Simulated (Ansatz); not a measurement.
The calculation's input:

```
crystal:
  lattice:
    - [0.0, 3.0359996146, 3.0359996146]
    - [3.0359996146, 0.0, 3.0359996146]
    - [3.0359996146, 3.0359996146, 0.0]
  atoms:
    - { symbol: Hg, position: [0.0, 0.0, 0.0] }
    - { symbol: Se, position: [0.75, 0.75, 0.75] }
basis:
  ecutwfc: 420
kpoints:
  mp_grid: { grid: [12, 12, 12] }
hamiltonian:
  xc: pbe
scf:
  occupations: { method: gaussian, width: 0.1 }
output:
  forces: true
  stress: true
  eigenvalues: true
  write_density: true
  write_potential: true
  elf: true
  volumetric_format: npy
relax:
  adjacent_minimum: "off"
  f_tol: 0.005
  max_steps: 80
  cell: { stress_tol: 0.05 }
```

Command:

```sh
ansatz run input.yaml --threads 4 --pin off --max-ram 10240MiB --backend cpu --events-out ev --progress --plain --runs-dir out
```

Below, planes, directions and counts refer to the conventional cell (a = 6.26 Å, b = 6.26 Å, c = 6.26 Å, α = 90.00°, β = 90.00°, γ = 90.00°).

The fields are those of the relaxed geometry.

Space group F-43m.

Method: Ansatz 0.2.0, DFT PBE, scalar-relativistic, plane waves, PAW.

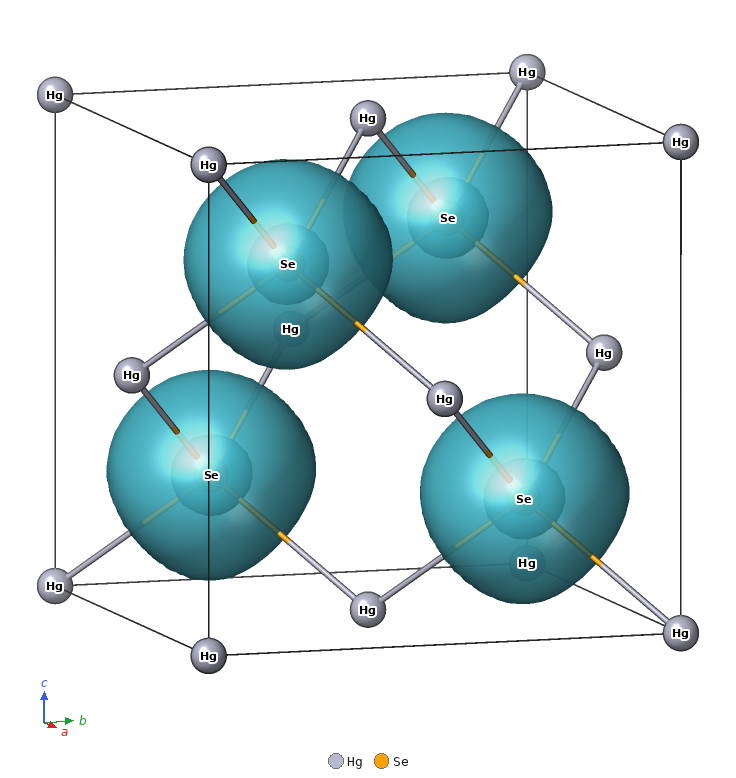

HgSe. Isosurface of the ELF at 0.6 (cyan), seen slightly off an axis. Only the valence region is drawn (cores and ρ < 0.01 e/Å³ removed). Sticks mark near contacts.

In a PAW calculation such maps are meaningful between the atoms, not at the nuclei.

> Identify the bonds, lone pairs and shells in this picture.

The surface consists of four regions wrapped around Se (the valence shell of each), counted in one cell of 8 atoms. Regions shared between cells count once.

Values along the shortest contacts:
Hg–Se (2.71 Å): the ELF is about 0.35 at the midpoint and 0.20 at its lowest between the atoms.

> Does the calculation make it a metal, or give it a gap?

It is metallic or semimetallic at this level of theory: no gap opens.
